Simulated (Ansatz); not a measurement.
TaN: geometry relaxation (part 1 of 2)

The run: geometry relaxation of TaN (2 atoms in the cell). Method and program: DFT, PBE, PAW with Ansatz's default frozen-core files, scalar-relativistic, no spin polarisation (Ansatz 0.2.0).

The structure was built on a prototype by a generator; it need not be a known phase. Its volume is 0.87 times that of the source entry. It belongs to a series of runs on one base structure; here: zincblende relaxed under pressure, PAW files. Figures and captions count atoms from 1; the log counts them from 0 in places.

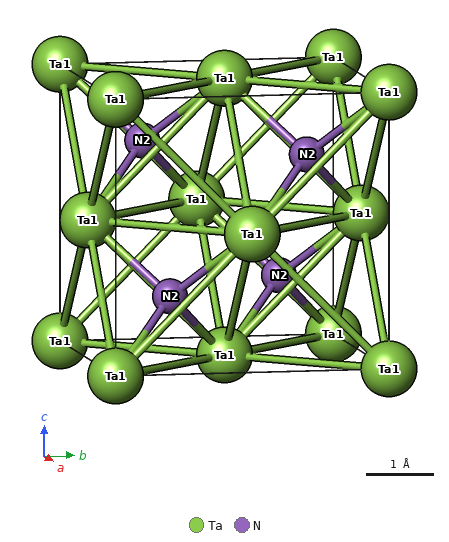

**Figure 1.** The starting structure (ball-and-stick view of the cell 4 times as large as that of the calculation, set on its symmetry axes, seen slightly off an axis; atoms are numbered from 1 in the order of the input).

**The input**
```yaml
crystal:
  lattice:
    - [0.0, 2.1096625905, 2.1096625905]
    - [2.1096625905, 0.0, 2.1096625905]
    - [2.1096625905, 2.1096625905, 0.0]
  atoms:
    - { symbol: Ta, position: [0.0, 0.0, 0.0] }
    - { symbol: "N", position: [0.25, 0.25, 0.25] }
kpoints:
  mp_grid: { grid: [16, 16, 16] }
scf:
  occupations: { method: fermi_dirac, width: 0.05 }
hamiltonian:
  xc: pbe
  pseudopotentials: { kind: paw }
output:
  forces: true
  stress: true
  eigenvalues: true
relax:
  f_tol: 0.005
  max_steps: 40
  cell: { p_target: 140.0, stress_tol: 0.07 }
```

Run as:
```bash
ansatz run input.yaml --threads 1 --pin off --max-ram 3584MiB --backend cpu --events-out ev --progress --plain --runs-dir out
```

**The program's output**
```
Engine: ansatz 0.2.0, x86_64-unknown-linux-gnu
Pseudopotentials: kind: paw
Pseudopotential: Ta, paw, valence charge 13, recommended cutoff 420 eV (normal), Ta.paw.azcp
Pseudopotential: N, paw, valence charge 5, recommended cutoff 420 eV (normal), N.paw.azcp
Functional definition: PBE
  parameter kappa = 0.804
  parameter beta = 0.06672455060314922
  exchange = pbe_x(kappa = kappa, mu = beta*pi^2/3)
  correlation = pbe_c(beta = beta)
Crystal: 2 atoms, lattice volume = 18.779 Å³
Basis set: ecut = 420 eV, 339 PW (Γ), exchange–correlation on 40×40×40 points (8 copies of the dense FFT grid, shifted against one another)
Bands: 13, of which v1, the nominal top of the filled ones, is band 9 counted from 1 (8 counted from 0)
Symmetry: 24 space group operations
Space group: F-43m (ITA 216), of the structure as read, at distance tolerance 2.7e-5 Å
k-points: 145 of 4096 (time reversal used)
Non-local potential: Ta, projectors of the file, l = 0: 3, l = 1: 2, l = 2: 2, l = 3: 1
Non-local potential: N, projectors of the file, l = 0: 2, l = 1: 2, l = 2: 1
PAW form: soft (Blöchl's): semilocal exchange-correlation on the pseudo side does not see the compensation charge
PAW one-centre angular grid: Ta, 590 points (default); XC on 64 Gauss nodes
PAW one-centre angular grid: N, 110 points (default); XC on 64 Gauss nodes
Initial density: superposition of atomic densities (neutral atoms: chi_scale 0, normalization atom), corrected by the library's trained network
Initial wavefunctions: pseudopotential atomic-orbital guess
Functional: x = pbe(κ = 0.804, μ = 0.2195149727645171), c = pbe(β = 0.06672455060314922)
SCF iter   1: F=—  HF=-10314.151670 eV  |F-HF|=—  |Δ(HF+E_count)|=         —  Δρ=2.28e-2  dr2=7.25e-2  ethr=1.77e-3  ⟨swp⟩=5.9  Hψ=10916  notcnv=0
preconditioner: auto → none  [metal: Δε(μ)=0.026 eV  Ē_g=13.305 eV  σ=0.050 eV  W_gap=0.13  n_scr=8 (ndim 8)  ℏωp=27.1 eV  f_vac=0.000  D(μ)=0.78/eV (n_scr^D=8)  sad-step TF]
SCF iter   2: F=—  HF=-10314.140790 eV  |F-HF|=—  |Δ(HF+E_count)|=   1.09e-2  Δρ=1.31e-2  dr2=2.58e-2  ethr=4.03e-4  ⟨swp⟩=1.8  Hψ=3304  notcnv=0
SCF iter   3: F=—  HF=-10314.134983 eV  |F-HF|=—  |Δ(HF+E_count)|=   5.81e-3  Δρ=7.83e-4  dr2=5.65e-5  ethr=1.43e-4  ⟨swp⟩=2.0  Hψ=3113  notcnv=0
SCF iter   4: F=—  HF=-10314.134910 eV  |F-HF|=—  |Δ(HF+E_count)|=   7.31e-5  Δρ=9.94e-5  dr2=1.48e-6  ethr=3.14e-7  ⟨swp⟩=2.6  Hψ=3110  notcnv=0
iter 5 did not close the SCF: its close was put off for the readings that it lacked (scf_convergence_deferred on its scf_iter line)
SCF iter   5: F=-10314.134909 eV  HF=-10314.134909 eV  |F-HF|=7.29e-9  |Δ(HF+E_count)|=   4.35e-7  Δρ=1.71e-5  dr2=1.55e-8  ethr=8.24e-9  ⟨swp⟩=2.0  Hψ=3055  notcnv=0
SCF iter   6: F=-10314.134909 eV  HF=-10314.134909 eV  |F-HF|=2.60e-10  |Δ(HF+E_count)|=   1.22e-8  Δρ=1.83e-6  dr2=2.46e-10  ethr=8.61e-11  ⟨swp⟩=2.5  Hψ=6874  notcnv=0
SCF 1 converged in 6 iterations: F = -10314.134909 eV  dr2 = 2.46e-10
  greatest PAW one-centre occupation: 1.000 electrons in one spin orbital (limit 2), on the Ta atom at site 0 (counted from 0), in its partial waves of l = 0
relax step   1: F+E_penalty+E_count = -10314.13490912 eV  Δ(F+E_penalty+E_count) = +0.000e0 eV  max|allowed force component| = 5.736e-16 eV/Å  Δτ_max = 0.0000 Å  P = +185.259 GPa  Ω = 18.779 Å³  (6 SCF iters, dr2 threshold 1.00e-7 eV, accepted)
Crystal: 2 atoms, lattice volume = 20.383 Å³
Basis set: ecut = 420 eV, 411 PW (Γ), exchange–correlation on 40×40×40 points (8 copies of the dense FFT grid, shifted against one another)
Initial density: handed on by an earlier stage of this run
Initial wavefunctions: those handed on with the density
iter 1 solved again at ethr=4.98e-4 eV; its pass at ethr=3.10e-3 eV (dr2=8.97e-2 eV) is discarded
SCF iter   1: F=—  HF=-10315.668130 eV  |F-HF|=—  |Δ(HF+E_count)|=         —  Δρ=2.19e-2  dr2=9.02e-2  ethr=4.98e-4  ⟨swp⟩=1.0  Hψ=13166  notcnv=0
preconditioner: auto → none  [metal: Δε(μ)=0.020 eV  Ē_g=12.576 eV  σ=0.050 eV  W_gap=0.10  n_scr=8 (ndim 8)  ℏωp=26.0 eV  f_vac=0.000  D(μ)=0.88/eV (n_scr^D=8)]
SCF iter   2: F=—  HF=-10315.644547 eV  |F-HF|=—  |Δ(HF+E_count)|=   2.36e-2  Δρ=5.56e-3  dr2=5.83e-3  ethr=4.98e-4  ⟨swp⟩=2.0  Hψ=2961  notcnv=0
SCF iter   3: F=—  HF=-10315.643689 eV  |F-HF|=—  |Δ(HF+E_count)|=   8.58e-4  Δρ=1.03e-3  dr2=8.90e-5  ethr=3.24e-5  ⟨swp⟩=2.0  Hψ=2740  notcnv=0
SCF iter   4: F=—  HF=-10315.643686 eV  |F-HF|=—  |Δ(HF+E_count)|=   3.18e-6  Δρ=6.76e-5  dr2=3.68e-7  ethr=4.95e-7  ⟨swp⟩=2.5  Hψ=2933  notcnv=0
iter 5 did not close the SCF: its close was put off for the readings that it lacked (scf_convergence_deferred on its scf_iter line)
SCF iter   5: F=-10315.643686 eV  HF=-10315.643686 eV  |F-HF|=2.42e-9  |Δ(HF+E_count)|=   2.48e-7  Δρ=7.91e-6  dr2=3.65e-9  ethr=2.05e-9  ⟨swp⟩=2.5  Hψ=3079  notcnv=0
SCF iter   6: F=-10315.643686 eV  HF=-10315.643686 eV  |F-HF|=1.27e-11  |Δ(HF+E_count)|=   3.32e-9  Δρ=4.99e-7  dr2=3.58e-11  ethr=2.03e-11  ⟨swp⟩=2.0  Hψ=5958  notcnv=0
the search or the solves at the SCF's close seem to have found levels that the self-consistency loop had missed (the run counts 1). By its estimate they hold under 1e-12 electrons; where the run keeps them, the occupations were computed again with them
SCF 2 converged in 6 iterations: F = -10315.643686 eV  dr2 = 3.58e-11
relax step   2: F+E_penalty+E_count = -10315.64368606 eV  Δ(F+E_penalty+E_count) = -1.509e0 eV  max|allowed force component| = 4.256e-16 eV/Å  Δτ_max = 0.0000 Å  P = +120.737 GPa  Ω = 20.383 Å³  energy of the carried Pulay correction = -5.114e-3 eV  (6 SCF iters, dr2 threshold 2.00e-7 eV, accepted)
Crystal: 2 atoms, lattice volume = 19.876 Å³
Basis set: ecut = 420 eV, 387 PW (Γ), exchange–correlation on 40×40×40 points (8 copies of the dense FFT grid, shifted against one another)
iter 1 solved again at ethr=3.99e-5 eV; its pass at ethr=3.10e-3 eV (dr2=7.18e-3 eV) is discarded
SCF iter   1: F=—  HF=-10315.237207 eV  |F-HF|=—  |Δ(HF+E_count)|=         —  Δρ=6.36e-3  dr2=7.33e-3  ethr=3.99e-5  ⟨swp⟩=1.0  Hψ=12370  notcnv=0
preconditioner: auto → none  [metal: Δε(μ)=0.055 eV  Ē_g=12.901 eV  σ=0.050 eV  W_gap=0.27  n_scr=8 (ndim 8)  ℏωp=26.3 eV  f_vac=0.000  D(μ)=0.95/eV (n_scr^D=14)]
SCF iter   2: F=—  HF=-10315.235258 eV  |F-HF|=—  |Δ(HF+E_count)|=   1.95e-3  Δρ=1.59e-3  dr2=4.56e-4  ethr=3.99e-5  ⟨swp⟩=2.1  Hψ=2750  notcnv=0
SCF iter   3: F=—  HF=-10315.235191 eV  |F-HF|=—  |Δ(HF+E_count)|=   6.72e-5  Δρ=2.97e-4  dr2=7.14e-6  ethr=2.53e-6  ⟨swp⟩=2.0  Hψ=2376  notcnv=0
SCF iter   4: F=—  HF=-10315.235119 eV  |F-HF|=—  |Δ(HF+E_count)|=   7.14e-5  Δρ=3.36e-5  dr2=1.17e-7  ethr=3.97e-8  ⟨swp⟩=2.2  Hψ=2590  notcnv=0
iter 5 did not close the SCF: its close was put off for the readings that it lacked (scf_convergence_deferred on its scf_iter line)
SCF iter   5: F=-10315.235119 eV  HF=-10315.235119 eV  |F-HF|=4.71e-10  |Δ(HF+E_count)|=   1.87e-8  Δρ=5.00e-6  dr2=2.12e-9  ethr=6.50e-10  ⟨swp⟩=2.0  Hψ=2987  notcnv=0
SCF iter   6: F=-10315.235119 eV  HF=-10315.235119 eV  |F-HF|=8.00e-11  |Δ(HF+E_count)|=  3.02e-10  Δρ=7.63e-7  dr2=9.53e-11  ethr=1.18e-11  ⟨swp⟩=1.7  Hψ=6075  notcnv=0
SCF 3 converged in 6 iterations: F = -10315.235119 eV  dr2 = 9.53e-11
relax step   3: F+E_penalty+E_count = -10315.23511946 eV  Δ(F+E_penalty+E_count) = +4.086e-1 eV  max|allowed force component| = 1.665e-16 eV/Å  Δτ_max = 0.0000 Å  P = +138.822 GPa  Ω = 19.876 Å³  energy of the carried Pulay correction = -3.544e-3 eV  (6 SCF iters, dr2 threshold 2.00e-7 eV, accepted)
Crystal: 2 atoms, lattice volume = 19.844 Å³
iter 1 solved again at ethr=1.86e-7 eV; its pass at ethr=3.10e-3 eV (dr2=3.35e-5 eV) is discarded
SCF iter   1: F=—  HF=-10315.207338 eV  |F-HF|=—  |Δ(HF+E_count)|=         —  Δρ=4.20e-4  dr2=3.18e-5  ethr=1.86e-7  ⟨swp⟩=2.1  Hψ=12049  notcnv=0
preconditioner: auto → none  [metal: Δε(μ)=0.047 eV  Ē_g=12.896 eV  σ=0.050 eV  W_gap=0.23  n_scr=8 (ndim 8)  ℏωp=26.4 eV  f_vac=0.000  D(μ)=0.92/eV (n_scr^D=8)]
SCF iter   2: F=—  HF=-10315.207252 eV  |F-HF|=—  |Δ(HF+E_count)|=   8.62e-5  Δρ=1.02e-4  dr2=1.89e-6  ethr=1.76e-7  ⟨swp⟩=2.0  Hψ=2411  notcnv=0
iter 3 did not close the SCF: its close was put off for the readings that it lacked (scf_convergence_deferred on its scf_iter line)
SCF iter   3: F=-10315.207251 eV  HF=-10315.207251 eV  |F-HF|=1.87e-8  |Δ(HF+E_count)|=   3.51e-7  Δρ=1.99e-5  dr2=3.89e-8  ethr=1.05e-8  ⟨swp⟩=2.0  Hψ=2465  notcnv=0
iter 4 did not close the SCF: its close was put off for the readings that it lacked (scf_convergence_deferred on its scf_iter line)
SCF iter   4: F=-10315.207251 eV  HF=-10315.207251 eV  |F-HF|=8.99e-10  |Δ(HF+E_count)|=   2.57e-8  Δρ=4.11e-6  dr2=2.07e-9  ethr=2.16e-10  ⟨swp⟩=2.2  Hψ=2823  notcnv=0
iter 5 did not close the SCF: its close was put off for the readings that it lacked (scf_convergence_deferred on its scf_iter line)
SCF iter   5: F=-10315.207251 eV  HF=-10315.207251 eV  |F-HF|=9.64e-11  |Δ(HF+E_count)|=  1.96e-10  Δρ=8.93e-7  dr2=1.29e-10  ethr=1.15e-11  ⟨swp⟩=2.6  Hψ=3000  notcnv=0
SCF iter   6: F=-10315.207251 eV  HF=-10315.207251 eV  |F-HF|=7.28e-12  |Δ(HF+E_count)|=  4.91e-11  Δρ=6.62e-8  dr2=2.75e-13  ethr=1.00e-12  ⟨swp⟩=1.0  Hψ=5562  notcnv=0
SCF 4 converged in 6 iterations: F = -10315.207251 eV  dr2 = 2.75e-13
relax step   4: F+E_penalty+E_count = -10315.20725130 eV  Δ(F+E_penalty+E_count) = +2.787e-2 eV  max|allowed force component| = 4.441e-16 eV/Å  Δτ_max = 0.0000 Å  P = +140.035 GPa  Ω = 19.844 Å³  energy of the carried Pulay correction = -3.443e-3 eV  (6 SCF iters, dr2 threshold 2.00e-7 eV, accepted)
Basis set: ecut = 420 eV, 387 PW (Γ), exchange–correlation on 48×48×48 points (8 copies of the dense FFT grid, shifted against one another)
Initial wavefunctions: pseudopotential atomic-orbital guess (no wavefunctions were taken with the density)
iter 1 solved again at ethr=7.11e-8 eV; its pass at ethr=3.10e-3 eV (dr2=1.28e-5 eV) is discarded
SCF iter   1: F=—  HF=-10315.211597 eV  |F-HF|=—  |Δ(HF+E_count)|=         —  Δρ=5.79e-4  dr2=4.46e-6  ethr=7.11e-8  ⟨swp⟩=3.5  Hψ=14991  notcnv=0
preconditioner: auto → none  [metal: Δε(μ)=0.046 eV  Ē_g=12.895 eV  σ=0.050 eV  W_gap=0.23  n_scr=8 (ndim 8)  ℏωp=26.4 eV  f_vac=0.000  D(μ)=0.92/eV (n_scr^D=8)]
SCF iter   2: F=—  HF=-10315.211708 eV  |F-HF|=—  |Δ(HF+E_count)|=   1.10e-4  Δρ=2.83e-4  dr2=8.02e-7  ethr=2.48e-8  ⟨swp⟩=2.3  Hψ=2456  notcnv=0
SCF iter   3: F=—  HF=-10315.211739 eV  |F-HF|=—  |Δ(HF+E_count)|=   3.10e-5  Δρ=3.07e-5  dr2=1.20e-8  ethr=4.45e-9  ⟨swp⟩=2.0  Hψ=2492  notcnv=0
SCF iter   4: F=—  HF=-10315.211739 eV  |F-HF|=—  |Δ(HF+E_count)|=   3.62e-7  Δρ=1.56e-6  dr2=1.56e-10  ethr=6.65e-11  ⟨swp⟩=2.0  Hψ=2649  notcnv=0
iter 5 did not close the SCF: its close was put off for the readings that it lacked (scf_convergence_deferred on its scf_iter line)
SCF iter   5: F=-10315.211739 eV  HF=-10315.211739 eV  |F-HF|=9.09e-12  |Δ(HF+E_count)|=  1.27e-10  Δρ=3.56e-7  dr2=6.91e-12  ethr=1.00e-12  ⟨swp⟩=2.1  Hψ=3048  notcnv=0
SCF iter   6: F=-10315.211739 eV  HF=-10315.211739 eV  |F-HF|=9.09e-12  |Δ(HF+E_count)|=  1.82e-12  Δρ=2.10e-8  dr2=2.66e-14  ethr=1.00e-12  ⟨swp⟩=2.7  Hψ=5798  notcnv=0
SCF 5 converged in 6 iterations: F = -10315.211739 eV  dr2 = 2.66e-14
relax step   5: F+E_penalty+E_count = -10315.21173904 eV  Δ(F+E_penalty+E_count) = -4.488e-3 eV  max|allowed force component| = 4.718e-16 eV/Å  Δτ_max = 0.0000 Å  P = +140.366 GPa  Ω = 19.844 Å³  stress off target by 3.66e-1 GPa  SCF on the basis re-selected at this cell (its energy is not comparable with the rows above)  (6 SCF iters)
basis re-selected at this cell: Δ(F+E_penalty+E_count) = -4.488e-3 eV, ΔP = +0.331 GPa vs the last step (what re-selecting the basis moved, of the pressure what is left beyond the Pulay correction that the steps carried, after the strain that the cell walked since its last selection, with what the two solves' SCF thresholds leave and, on support functions, any second-order correction that the steps lacked; it is no measure of the basis error at this ecutwfc). The dense FFT grid was sized anew with the basis: this SCF ran on 24×24×24 points, the steps before it on 20×20×20, so part of this shift can come from that change (see relax.cell in the input reference). This SCF's stress stands 3.66e-1 GPa from its target on what of the cell is left free (relax.cell.stress_tol is 7.00e-2 GPa) and its largest allowed force component is 4.72e-16 eV/Å (relax.f_tol is 5.00e-3 eV/Å): not within both, so this SCF does not close the relaxation
Crystal: 2 atoms, lattice volume = 19.854 Å³
iter 1 solved again at ethr=1.69e-8 eV; its pass at ethr=3.10e-3 eV (dr2=3.05e-6 eV) is discarded
```
